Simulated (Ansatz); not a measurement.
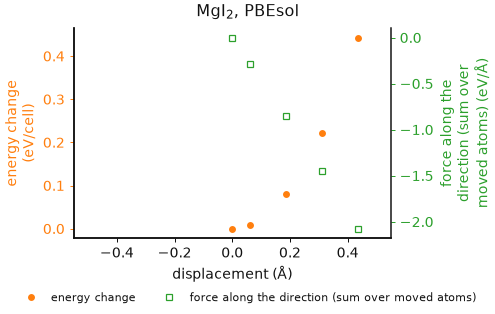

The picture above shows the energy change and force along the direction (sum over moved atoms) against displacement for MgI₂, space group P-3m1 (No. 164).

Starting cell:
```
CELL_PARAMETERS angstrom
4.15370 0.00000 0.00000
-2.07685 3.59721 0.00000
0.00000 0.00000 6.86200
ATOMIC_POSITIONS crystal
Mg 0.00000 0.00000 0.00000
I 0.33333 0.66667 0.75763
I 0.66667 0.33333 0.24237
```

How it was computed, with Ansatz 0.2.0: all atoms of one element of a crystal moved along a line, all else fixed, by plane-wave density functional theory with PAW datasets, free energies less that of the undisturbed cell; scalar-relativistic. Level: PBEsol, no spin polarisation.

```csv
setting,value
wave cutoff,420 eV
k mesh,6×6×4
occupations,Gaussian
smearing width,0.05 eV
k shift,"(0, 0, 0) (mesh steps)"
start,as given
moved element,I
direction,"(-0.5065, -0.2924, 0.8112) (Cartesian unit vector)"
```

The points at displacement −0.375, −0.125, 0.25 and 0.5 follow from computed ones by symmetry.

The points at displacement −0.5000 Å, −0.3750 Å, −0.2500 Å, −0.1250 Å, 0.1250 Å, 0.2500 Å, 0.3750 Å and 0.5000 Å are left out of the plot. What values does the calculation give there?

```csv
displacement (Å),energy change (eV/cell),force along the direction (sum over moved atoms) (eV/Å)
-0.5000,0.5826,2.40
-0.3750,0.3231,1.76
-0.2500,0.1419,1.15
-0.1250,0.0352,0.56
0.1250,0.0352,-0.56
0.2500,0.1419,-1.15
0.3750,0.3231,-1.76
0.5000,0.5826,-2.40
```

Limits of the calculation: reference crystal is not relaxed.
